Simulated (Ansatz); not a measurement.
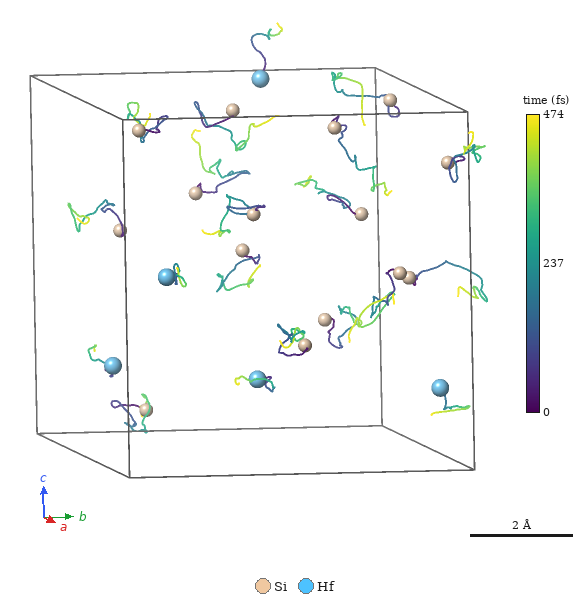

A Born-Oppenheimer molecular dynamics run of an amorphous cell of composition HfSi$_{3}$ (20 atoms in the cell), 474 fs long. It starts from the last geometry of an earlier run, with fresh velocities. Lines trace each atom's path, coloured by time; spheres stand at the starting positions. Seen slightly off an axis in the simulation cell.

Level of theory: DFT PBE, scalar-relativistic, plane waves, PAW in Ansatz. Run with plane-wave cutoff 420 eV; k-point mesh 1 × 1 × 1; Fermi-Dirac smearing 0.17 eV; volume 0.96 times that of the relaxed crystal; set temperature 1970 K; time step 3 fs.

### What do the traces tell about the motion?

In the second half of the run the atoms are, in the root-mean-square, this far from where they began (common drift taken out): Si 1.07 Å, Hf 0.69 Å. Against the typical shortest distance between atoms in the first frame, about 2.3 Å these are large excursions, but over 474 fs one can't yet tell strong vibration from the start of diffusion. Bond changes: 24 Si–Si bonds form between 54 fs and 474 fs; 25 Si–Si bonds break between 84 fs and 471 fs. The mean temperature in the second half is 1883 K (standard deviation 373 K). The potential energy in the second half lies on average 158 meV per atom below the first frame. The mean pressure there is 9.7 GPa.

Limits of the set-up: the periodic images lie only 6.8 Å apart, so the values are limited by the cell's size.

The run took 4.1 min on 2 threads of AMD EPYC 9R14 (Zen 4), on a shared host, peak memory 0.59 GiB.
